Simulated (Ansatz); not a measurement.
**Ti: geometry relaxation (part 1 of 3)**

The run: geometry relaxation of Ti (slab, 16 atoms in the cell). Method and program: DFT PBE+D3(BJ), scalar-relativistic, plane waves, PAW, no spin polarisation (Ansatz 0.2.0).

The structure derives from an entry of the Crystallography Open Database. The input holds or restrains some coordinates. Forces given for the steps count only the free coordinates. It belongs to a series of runs on one base structure; here: clean slab, lower half held. Figures and captions count atoms from 1; the log counts them from 0 in places.

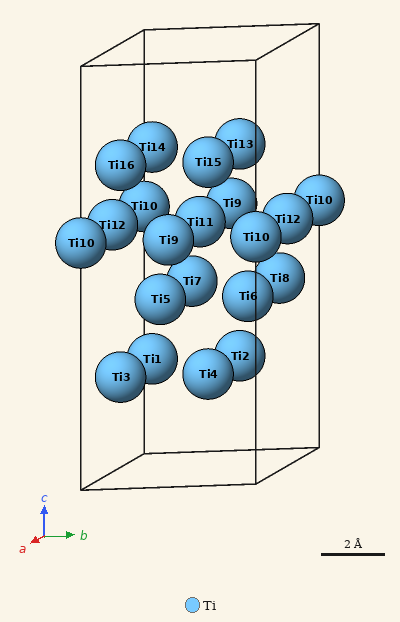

Figure 1. The input geometry (spheres-only view of the cell of the calculation, with the vacuum cut short, seen slightly off an axis; atoms are numbered from 1 in the order of the input). An atom can appear more than once, as a periodic image.

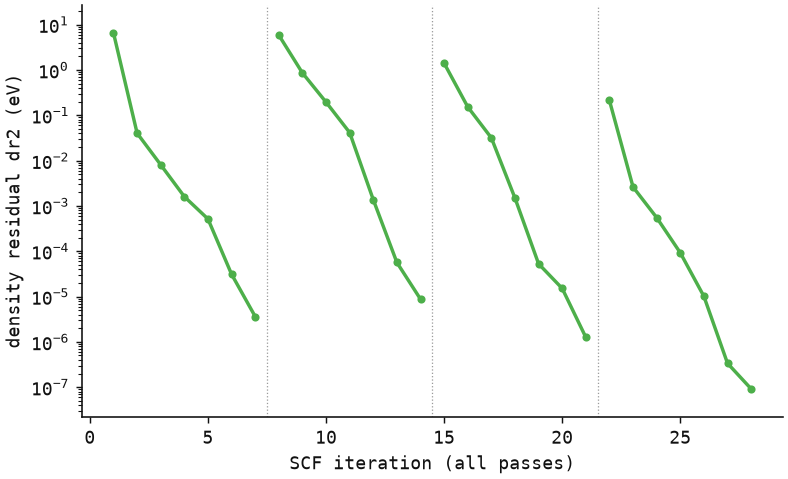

Figure 2. Convergence of the self-consistent field: density residual dr2 against the SCF iteration. The dotted lines part the SCF passes of the relaxation: geometry steps, rejected trials and re-solves on a re-selected basis. The passes take 7, 7, 7 and 7 iterations.

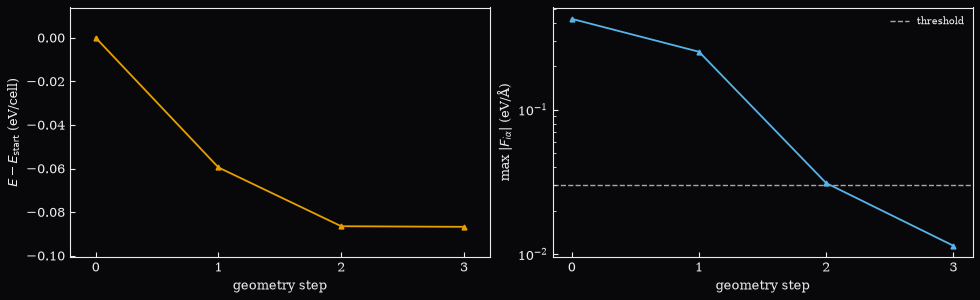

Figure 3. Progress of the restrained relaxation, step by step (the first geometry is step 0 here and step 1 in the log).

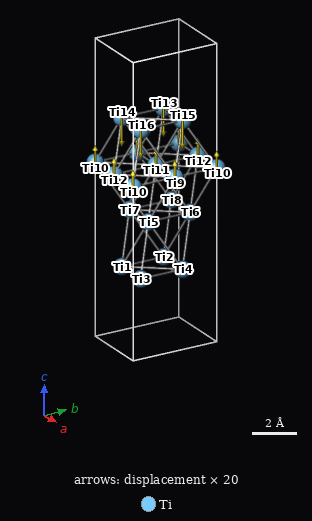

Figure 4. The starting structure with the displacements as yellow arrows, magnified 20 times (ball-and-stick view of the cell of the calculation, with the vacuum cut short, seen slightly off an axis). Over 3 geometry steps the energy falls by 86.8 meV per cell of the calculation. Largest force component: 0.42 eV/Å at the start, 0.011 eV/Å at the end. The largest moves, 0.069 Å, are those of Ti13, Ti14, Ti15 and Ti16. The cell doesn't change. Among the contacts that change: Ti10–Ti14 2.855 → 2.766 Å, Ti5–Ti11 2.855 → 2.889 Å. (Atoms are counted from 1 in the order of the input.)

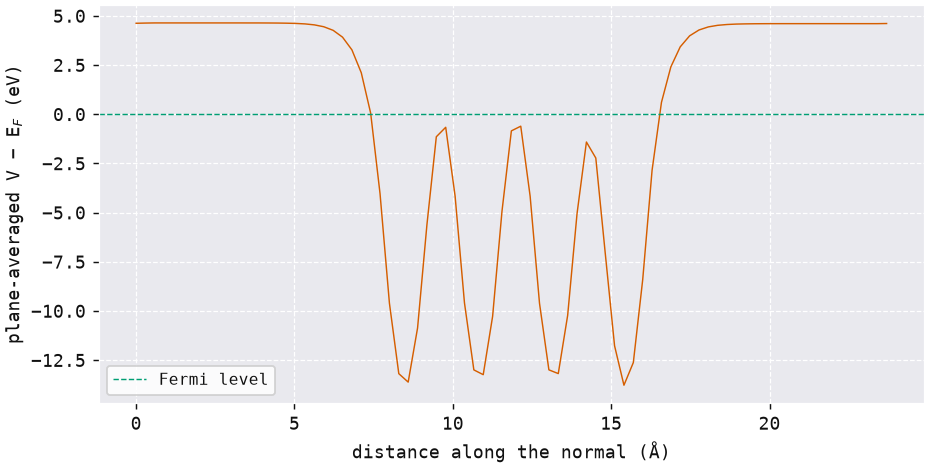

Figure 5. Plane average of the electrostatic potential energy of an electron across the cell, from the Fermi level. The vacuum level lies 4.60 eV above the Fermi level on the upper side and 4.64 eV on the lower.

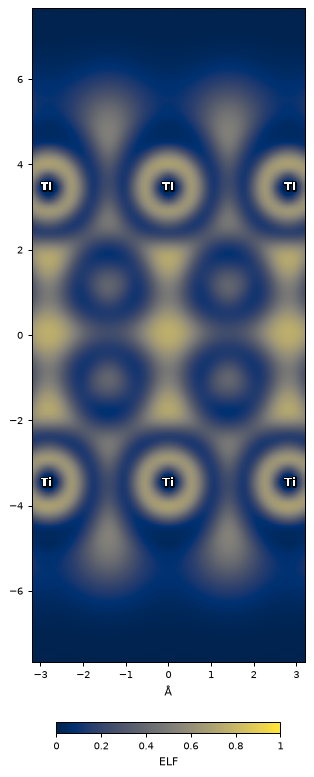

Figure 6. Electron localisation function on the (100) plane of the calculation cell, a cut from vacuum to vacuum. Ti–Ti (2.86 Å): the ELF is about 0.25 at the midpoint; no localised pair between them. The strong features right at Ti lie inside the PAW spheres (semicore, d or f shells) and say nothing about bonding. The fields are those of the smooth PAW valence density.

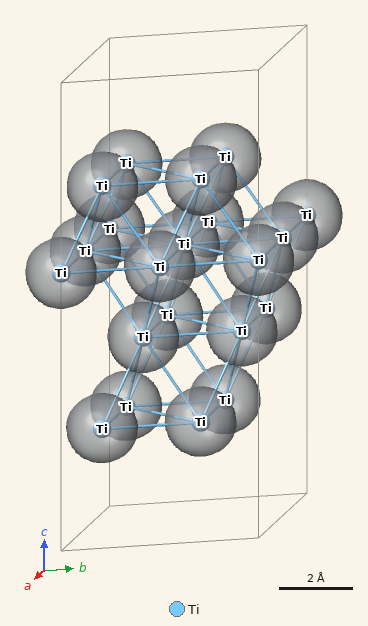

Figure 7. Isosurface of the valence pseudo-density at 0.4 e/Å³ (grey), seen slightly off an axis. Sticks mark near contacts. At this value the density breaks into separate islands; it holds about 75 % of the electrons treated as valence (semicore included). It is pinched off along the Ti–Ti (2.77 Å) and Ti–Ti (2.86 Å) contacts. On the grid the lowest density along these lines, outside the cores, is 0.23 e/Å³ (Ti–Ti, 2.77 Å) and 0.21 e/Å³ (Ti–Ti, 2.86 Å).

The input that produced these results follows, with the program's output.

Input:
```yaml
crystal:
  lattice:
    - [5.7102790052, 0.0, 0.0]
    - [-2.8551395026, 4.9452466812, 0.0]
    - [0.0, 0.0, 23.9936349258]
  atoms:
    - { symbol: Ti, position: [0.3333333333, 0.1666666667, 0.3542606206] }
    - { symbol: Ti, position: [0.3333333333, 0.6666666667, 0.3542606206] }
    - { symbol: Ti, position: [0.8333333333, 0.1666666667, 0.3542606206] }
    - { symbol: Ti, position: [0.8333333333, 0.6666666667, 0.3542606206] }
    - { symbol: Ti, position: [0.6666666667, 0.3333333333, 0.4514202069] }
    - { symbol: Ti, position: [0.6666666667, 0.8333333333, 0.4514202069] }
    - { symbol: Ti, position: [0.1666666667, 0.3333333333, 0.4514202069] }
    - { symbol: Ti, position: [0.1666666667, 0.8333333333, 0.4514202069] }
    - { symbol: Ti, position: [0.0, 0.5, 0.5485797931] }
    - { symbol: Ti, position: [0.0, 0.0, 0.5485797931] }
    - { symbol: Ti, position: [0.5, 0.5, 0.5485797931] }
    - { symbol: Ti, position: [0.5, 0.0, 0.5485797931] }
    - { symbol: Ti, position: [0.3333333333, 0.6666666667, 0.6457393794] }
    - { symbol: Ti, position: [0.3333333333, 0.1666666667, 0.6457393794] }
    - { symbol: Ti, position: [0.8333333333, 0.6666666667, 0.6457393794] }
    - { symbol: Ti, position: [0.8333333333, 0.1666666667, 0.6457393794] }
basis:
  ecutwfc: 420
kpoints:
  mp_grid: { grid: [6, 6, 1] }
hamiltonian:
  xc: pbe
  dispersion: d3bj
scf:
  occupations: { method: gaussian, width: 0.1 }
output:
  forces: true
  eigenvalues: true
  write_density: true
  write_potential: true
  elf: true
  volumetric_format: npy
relax:
  adjacent_minimum: "off"
  f_tol: 0.03
  max_steps: 70
  constraints: [{ sites: [0, 1, 2, 3, 4, 5, 6, 7] }]
efield:
  axis: 3
  dipole_correction: true
  ramp_width: 0.04
```

Command:
```bash
ansatz run input.yaml --threads 2 --pin off --max-ram 5120MiB --backend cpu --events-out ev --progress --plain --runs-dir out
```

What the program printed:
```
Engine: ansatz 0.2.0, x86_64-unknown-linux-gnu
Pseudopotentials: kind: paw
Pseudopotential: Ti, paw, valence charge 12, recommended cutoff 420 eV (normal), Ti.paw.azcp
Functional definition: PBE
  parameter kappa = 0.804
  parameter beta = 0.06672455060314922
  exchange = pbe_x(kappa = kappa, mu = beta*pi^2/3)
  correlation = pbe_c(beta = beta)
Crystal: 16 atoms, lattice volume = 677.550 Å³
Basis set: ecut = 420 eV, 13377 PW (Γ), exchange–correlation on 80×80×324 points (8 copies of the dense FFT grid, shifted against one another)
Bands: 116, of which v1, the nominal top of the filled ones, is band 96 counted from 1 (95 counted from 0)
Symmetry: 24 space group operations
k-points: 7 of 36 (time reversal used)
Non-local potential: Ti, projectors of the file, l = 0: 3, l = 1: 2, l = 2: 3, l = 3: 1
PAW form: soft (Blöchl's): semilocal exchange-correlation on the pseudo side does not see the compensation charge
PAW one-centre angular grid: Ti, 590 points (default); XC on 64 Gauss nodes
Initial density: superposition of atomic densities (neutral atoms: chi_scale 0, normalization atom), corrected by the library's trained network
Initial wavefunctions: pseudopotential atomic-orbital guess
Functional: x = pbe(κ = 0.804, μ = 0.2195149727645171), c = pbe(β = 0.06672455060314922)
SCF iter   1: F=—  HF=-39994.552745 eV  |F-HF|=—  |Δ(HF+E_count)|=         —  Δρ=1.03e-2  dr2=6.54e0  ethr=1.77e-3  p=0.000 e·Å  D=2.27e-13 V/Å  ΔV_dip=-0.00 eV  dr2_dipole=7.14e-16  V_vac-E_F(+/−)=4.30/4.30 eV  ⟨swp⟩=9.7  Hψ=3877  notcnv=0
efield: sawtooth ramp at fractional position 0.9800 (placed from the atoms, in the widest stretch of the axis that holds none; the zero of the levels goes with the place), width 0.0400; the density the first Hamiltonian is built on has a dipole p = 0.000 e·Å; the dipole correction subtracts the counter field D = 2.27e-13 V/Å, which shifts the + side's vacuum level by -0.00 eV against the − side's; the planar-averaged density in the ramp window peaks in size at 4.2e-5 e/Å³
preconditioner: auto → LDOS  [metal: Δε(μ)=0.021 eV  Ē_g=2.162 eV  σ=0.100 eV  W_gap=0.12  n_scr=100 (ndim 8)  ℏωp=11.4 eV  f_vac=0.534  D(μ)=32.21/eV (n_scr^D=304)  β→1.0]
SCF iter   2: F=—  HF=-39994.392735 eV  |F-HF|=—  |Δ(HF+E_count)|=   1.60e-1  Δρ=3.03e-3  dr2=4.02e-2  ethr=1.77e-3  p=0.000 e·Å  D=8.80e-6 V/Å  ΔV_dip=-0.00 eV  dr2_dipole=2.57e-6  V_vac-E_F(+/−)=4.52/4.52 eV  ⟨swp⟩=1.6  Hψ=953  notcnv=0  defer=8
SCF iter   3: F=—  HF=-39994.400922 eV  |F-HF|=—  |Δ(HF+E_count)|=   8.19e-3  Δρ=1.08e-3  dr2=8.06e-3  ethr=2.09e-5  p=-0.000 e·Å  D=-1.44e-5 V/Å  ΔV_dip=0.00 eV  dr2_dipole=1.52e-6  V_vac-E_F(+/−)=4.57/4.57 eV  ⟨swp⟩=2.7  Hψ=1493  notcnv=0  defer=18
SCF iter   4: F=—  HF=-39994.399588 eV  |F-HF|=—  |Δ(HF+E_count)|=   1.33e-3  Δρ=3.32e-4  dr2=1.60e-3  ethr=4.20e-6  p=-0.000 e·Å  D=-5.71e-6 V/Å  ΔV_dip=0.00 eV  dr2_dipole=6.11e-7  V_vac-E_F(+/−)=4.60/4.60 eV  ⟨swp⟩=2.7  Hψ=1638  notcnv=0  defer=12
SCF iter   5: F=—  HF=-39994.399802 eV  |F-HF|=—  |Δ(HF+E_count)|=   2.13e-4  Δρ=1.56e-4  dr2=5.15e-4  ethr=8.35e-7  p=-0.000 e·Å  D=-8.89e-6 V/Å  ΔV_dip=0.00 eV  dr2_dipole=1.05e-9  V_vac-E_F(+/−)=4.62/4.62 eV  ⟨swp⟩=2.3  Hψ=1070  notcnv=0  defer=12
SCF iter   6: F=—  HF=-39994.399798 eV  |F-HF|=—  |Δ(HF+E_count)|=   4.14e-6  Δρ=4.93e-5  dr2=3.10e-5  ethr=2.68e-7  p=-0.000 e·Å  D=-8.57e-6 V/Å  ΔV_dip=0.00 eV  dr2_dipole=6.33e-8  V_vac-E_F(+/−)=4.62/4.62 eV  ⟨swp⟩=2.0  Hψ=998  notcnv=0  defer=12
SCF iter   7: F=-39994.399806 eV  HF=-39994.399806 eV  |F-HF|=3.22e-7  |Δ(HF+E_count)|=   7.99e-6  Δρ=1.61e-5  dr2=3.62e-6  ethr=1.17e-8  p=-0.000 e·Å  D=-7.65e-6 V/Å  ΔV_dip=0.00 eV  dr2_dipole=9.45e-9  V_vac-E_F(+/−)=4.63/4.63 eV  ⟨swp⟩=23.0  Hψ=8405  notcnv=0
SCF 1 converged in 7 iterations: F = -39994.399806 eV  dr2 = 3.62e-6
  greatest PAW one-centre occupation: 0.999 electrons in one spin orbital (limit 2), on the Ti atom at site 7 (counted from 0), in its partial waves of l = 0
relax step   1: F+E_penalty+E_count = -39994.39980594 eV  Δ(F+E_penalty+E_count) = +0.000e0 eV  max|allowed force component| = 4.245e-1 eV/Å  Δτ_max = 0.0000 Å  (7 SCF iters, dr2 threshold 2.25e-5 eV, accepted)
Initial density: handed on by an earlier stage of this run
Initial wavefunctions: those handed on with the density
iter 1 solved again at ethr=2.67e-3 eV; its pass at ethr=3.10e-3 eV (dr2=5.13e0 eV) is discarded
SCF iter   1: F=—  HF=-39994.748690 eV  |F-HF|=—  |Δ(HF+E_count)|=         —  Δρ=1.04e-2  dr2=5.87e0  ethr=2.67e-3  p=-0.000 e·Å  D=-7.35e-6 V/Å  ΔV_dip=0.00 eV  dr2_dipole=4.70e-1  V_vac-E_F(+/−)=4.65/4.65 eV  ⟨swp⟩=1.1  Hψ=2657  notcnv=0  defer=4
efield: sawtooth ramp at fractional position 0.9800 (handed on by an earlier solve), width 0.0400; the density the first Hamiltonian is built on has a dipole p = -0.000 e·Å; the dipole correction subtracts the counter field D = -7.35e-6 V/Å, which shifts the + side's vacuum level by +0.00 eV against the − side's; the planar-averaged density in the ramp window peaks in size at 3.5e-6 e/Å³
preconditioner: auto → LDOS  [metal: Δε(μ)=0.017 eV  Ē_g=2.197 eV  σ=0.100 eV  W_gap=0.09  n_scr=100 (ndim 8)  ℏωp=11.4 eV  f_vac=0.540  D(μ)=35.42/eV (n_scr^D=328)  β→1.0]
SCF iter   2: F=—  HF=-39994.489627 eV  |F-HF|=—  |Δ(HF+E_count)|=   2.59e-1  Δρ=5.33e-3  dr2=8.59e-1  ethr=2.67e-3  p=0.033 e·Å  D=8.68e-3 V/Å  ΔV_dip=-0.21 eV  dr2_dipole=1.72e-1  V_vac-E_F(+/−)=4.42/4.63 eV  ⟨swp⟩=2.6  Hψ=1264  notcnv=0  defer=7
SCF iter   3: F=—  HF=-39994.472832 eV  |F-HF|=—  |Δ(HF+E_count)|=   1.68e-2  Δρ=2.21e-3  dr2=1.95e-1  ethr=4.47e-4  p=0.014 e·Å  D=3.85e-3 V/Å  ΔV_dip=-0.09 eV  dr2_dipole=2.24e-2  V_vac-E_F(+/−)=4.55/4.64 eV  ⟨swp⟩=2.4  Hψ=1322  notcnv=0  defer=16
SCF iter   4: F=—  HF=-39994.459938 eV  |F-HF|=—  |Δ(HF+E_count)|=   1.29e-2  Δρ=1.05e-3  dr2=4.15e-2  ethr=1.01e-4  p=0.015 e·Å  D=4.09e-3 V/Å  ΔV_dip=-0.10 eV  dr2_dipole=7.40e-3  V_vac-E_F(+/−)=4.55/4.64 eV  ⟨swp⟩=2.3  Hψ=1196  notcnv=0  defer=19
SCF iter   5: F=—  HF=-39994.458702 eV  |F-HF|=—  |Δ(HF+E_count)|=   1.24e-3  Δρ=2.23e-4  dr2=1.37e-3  ethr=2.16e-5  p=0.016 e·Å  D=4.19e-3 V/Å  ΔV_dip=-0.10 eV  dr2_dipole=4.43e-4  V_vac-E_F(+/−)=4.54/4.65 eV  ⟨swp⟩=2.0  Hψ=861  notcnv=0  defer=19
SCF iter   6: F=—  HF=-39994.459293 eV  |F-HF|=—  |Δ(HF+E_count)|=   5.91e-4  Δρ=7.71e-5  dr2=5.64e-5  ethr=7.16e-7  p=0.015 e·Å  D=4.06e-3 V/Å  ΔV_dip=-0.10 eV  dr2_dipole=1.26e-6  V_vac-E_F(+/−)=4.55/4.65 eV  ⟨swp⟩=2.0  Hψ=1137  notcnv=0  defer=19
SCF iter   7: F=-39994.459323 eV  HF=-39994.459323 eV  |F-HF|=1.73e-7  |Δ(HF+E_count)|=   3.01e-5  Δρ=2.81e-5  dr2=8.74e-6  ethr=5.87e-9  p=0.015 e·Å  D=3.95e-3 V/Å  ΔV_dip=-0.09 eV  dr2_dipole=2.39e-7  V_vac-E_F(+/−)=4.55/4.65 eV  ⟨swp⟩=22.1  Hψ=8674  notcnv=0
SCF 2 converged in 7 iterations: F = -39994.459323 eV  dr2 = 8.74e-6
  greatest PAW one-centre occupation: 0.999 electrons in one spin orbital (limit 2), on the Ti atom at site 11 (counted from 0), in its partial waves of l = 0
relax step   2: F+E_penalty+E_count = -39994.45932283 eV  Δ(F+E_penalty+E_count) = -5.952e-2 eV  max|allowed force component| = 2.514e-1 eV/Å  Δτ_max = 0.1191 Å  (7 SCF iters, dr2 threshold 1.13e-5 eV, accepted)
iter 1 solved again at ethr=6.66e-4 eV; its pass at ethr=3.10e-3 eV (dr2=1.28e0 eV) is discarded
SCF iter   1: F=—  HF=-39994.537198 eV  |F-HF|=—  |Δ(HF+E_count)|=         —  Δρ=4.99e-3  dr2=1.41e0  ethr=6.66e-4  p=0.015 e·Å  D=3.95e-3 V/Å  ΔV_dip=-0.09 eV  dr2_dipole=5.91e-2  V_vac-E_F(+/−)=4.54/4.64 eV  ⟨swp⟩=1.1  Hψ=2252  notcnv=0  defer=23
efield: sawtooth ramp at fractional position 0.9800 (handed on by an earlier solve), width 0.0400; the density the first Hamiltonian is built on has a dipole p = 0.015 e·Å; the dipole correction subtracts the counter field D = 3.95e-3 V/Å, which shifts the + side's vacuum level by -0.09 eV against the − side's; the planar-averaged density in the ramp window peaks in size at 1.5e-6 e/Å³
eigensolver tolerance schedule calibrated: the retry pair's looser diagonalisation under-reported the residual by θ = 0.09 (0.14/decade); ethr = c·dr2/N_el runs at the constant in force after the calibration composes with the one it found (an armed cap, an earlier calibration), c = 5.0e-2
preconditioner: auto → LDOS  [metal: Δε(μ)=0.026 eV  Ē_g=2.168 eV  σ=0.100 eV  W_gap=0.14  n_scr=100 (ndim 8)  ℏωp=11.4 eV  f_vac=0.536  D(μ)=34.07/eV (n_scr^D=316)  β→1.0]
SCF iter   2: F=—  HF=-39994.490966 eV  |F-HF|=—  |Δ(HF+E_count)|=   4.62e-2  Δρ=2.24e-3  dr2=1.53e-1  ethr=3.68e-4  p=-0.003 e·Å  D=-8.93e-4 V/Å  ΔV_dip=0.02 eV  dr2_dipole=7.46e-3  V_vac-E_F(+/−)=4.67/4.65 eV  ⟨swp⟩=2.0  Hψ=1097  notcnv=0  defer=23
SCF iter   3: F=—  HF=-39994.487276 eV  |F-HF|=—  |Δ(HF+E_count)|=   3.69e-3  Δρ=9.46e-4  dr2=3.17e-2  ethr=4.00e-5  p=0.005 e·Å  D=1.47e-3 V/Å  ΔV_dip=-0.04 eV  dr2_dipole=7.79e-4  V_vac-E_F(+/−)=4.60/4.64 eV  ⟨swp⟩=3.0  Hψ=1364  notcnv=0  defer=23
SCF iter   4: F=—  HF=-39994.485784 eV  |F-HF|=—  |Δ(HF+E_count)|=   1.49e-3  Δρ=2.47e-4  dr2=1.49e-3  ethr=8.26e-6  p=0.005 e·Å  D=1.42e-3 V/Å  ΔV_dip=-0.03 eV  dr2_dipole=3.32e-5  V_vac-E_F(+/−)=4.61/4.64 eV  ⟨swp⟩=2.7  Hψ=1159  notcnv=0  defer=23
SCF iter   5: F=—  HF=-39994.486244 eV  |F-HF|=—  |Δ(HF+E_count)|=   4.60e-4  Δρ=8.26e-5  dr2=5.27e-5  ethr=3.89e-7  p=0.005 e·Å  D=1.44e-3 V/Å  ΔV_dip=-0.03 eV  dr2_dipole=1.85e-6  V_vac-E_F(+/−)=4.61/4.64 eV  ⟨swp⟩=2.1  Hψ=1080  notcnv=0  defer=23
SCF iter   6: F=—  HF=-39994.486284 eV  |F-HF|=—  |Δ(HF+E_count)|=   4.01e-5  Δρ=3.31e-5  dr2=1.51e-5  ethr=1.37e-8  p=0.006 e·Å  D=1.60e-3 V/Å  ΔV_dip=-0.04 eV  dr2_dipole=1.14e-6  V_vac-E_F(+/−)=4.60/4.64 eV  ⟨swp⟩=3.3  Hψ=1511  notcnv=0  defer=23
SCF iter   7: F=-39994.486287 eV  HF=-39994.486287 eV  |F-HF|=1.57e-7  |Δ(HF+E_count)|=   2.76e-6  Δρ=1.03e-5  dr2=1.26e-6  ethr=1.03e-9  p=0.006 e·Å  D=1.69e-3 V/Å  ΔV_dip=-0.04 eV  dr2_dipole=4.72e-7  V_vac-E_F(+/−)=4.60/4.64 eV  ⟨swp⟩=18.3  Hψ=7514  notcnv=0
SCF 3 converged in 7 iterations: F = -39994.486287 eV  dr2 = 1.26e-6
relax step   3: F+E_penalty+E_count = -39994.48628709 eV  Δ(F+E_penalty+E_count) = -2.696e-2 eV  max|allowed force component| = 3.105e-2 eV/Å  Δτ_max = 0.0561 Å  (7 SCF iters, dr2 threshold 3.95e-6 eV, accepted)
```
